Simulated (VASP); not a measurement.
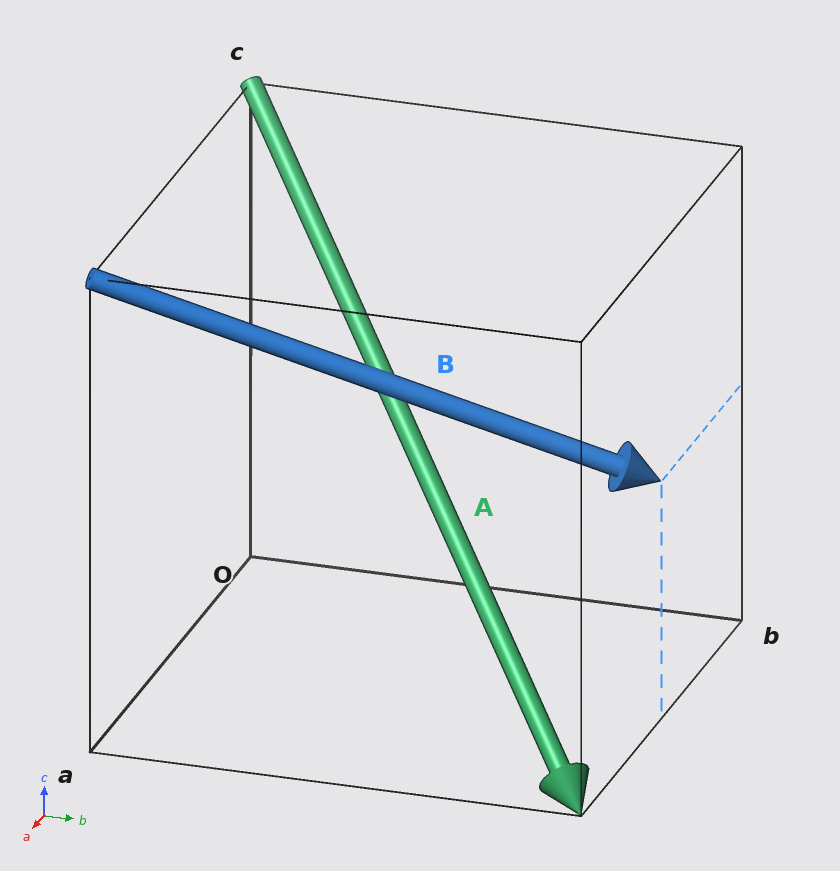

Each arrow starts at a corner of the unit cell and ends on its surface; where a tip isn't a corner, dashed lines run from it parallel to the axes. Crystal: GaP, an entry of the Crystallography Open Database, as set up for an electronic-structure calculation. Geometry calculated from the standardised cell; symmetry tolerance 0.002 Å.

a = 5.451 Å, b = 5.451 Å, c = 5.451 Å, α = 90.00°, β = 90.00°, γ = 90.00°.

### Which lattice directions are drawn?

Arrow A runs from (0, 0, 1) to (1, 1, 0), so [1 1 −1]; Arrow B runs from (1, 0, 1) to (1/2, 1, 1/2), so [−1 2 −1].

### How long is the vector ua + vb + wc in each case, and what angles do the directions make?

A 9.441 Å; B 13.351 Å. A–B: 61.9°.

### In No. 216, F-43m, how many directions are equivalent to A (Laue class m-3m, both senses counted)?

8.
